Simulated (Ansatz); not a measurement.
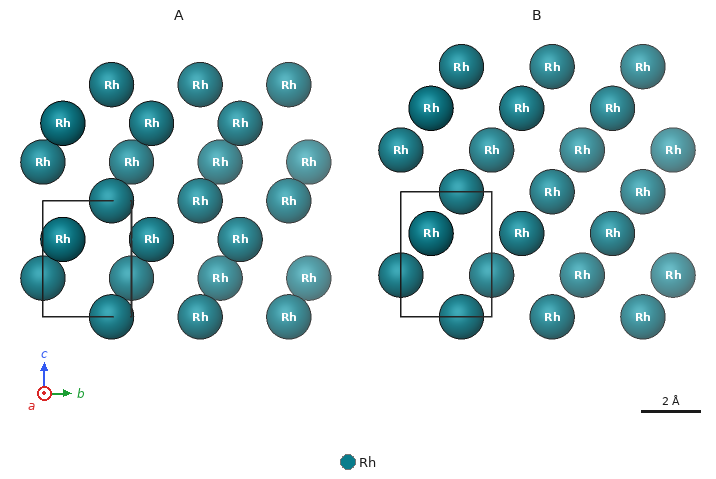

Two geometries of crystalline Rh (built on the trigonal selenium_152 type) (coarse preliminary run), drawn at one scale. One is the start of a relaxation, the other its converged end. Style: spheres-only. Shown: the cell of the calculation, repeated 1 × 3 × 2 with one cell outlined, along the a axis.

The calculation used DFT r2SCAN, scalar-relativistic, plane waves, PAW in Ansatz 0.2.0. Settings: plane-wave cutoff 500 eV; k-point mesh 6 × 6 × 4; occupations gaussian; smearing width 0.1 eV; no spin polarisation; cell and atoms relaxed; force threshold 0.04 eV/Å; at most 70 steps.

### Which of the two is the end point?

Structure B is the relaxed one. Case: trigonal selenium type (P3_121, No. 152). The largest moves relative to the cell, 0.38 Å, are those of Rh atoms. The volume changes by +12.9 %, with a = b 3.501 → 3.584 Å (+2.4 %), c 3.972 → 4.280 Å (+7.7 %). Among the contacts that change: Rh–Rh 1.903 → 2.509 Å, Rh–Rh 2.755 → 2.516 Å. Among the angles between lasting bonds that change: Rh–Rh–Rh 156.3° → 179.8°, Rh–Rh–Rh 65.5° → 88.9°, Rh–Rh–Rh 161.2° → 179.9°. The space group (tolerance 0.01 Å) goes from P3_121 (No. 152) to R-3m (No. 166). The energy falls by 9.006 eV per cell of the calculation in 5 accepted moves (6 points after the start). Largest force component: 21 eV/Å at the start, 0.028 eV/Å at the end. Pressure: 133.77 GPa at the start and −0.14 GPa at the end. The SCF was repeated once at an unchanged geometry on a basis and grid sized afresh for the cell, which shifted the energy by 2.1 meV per cell of the calculation at most.

Limits of the set-up: the k-point mesh is coarse for a cell with partly filled bands.
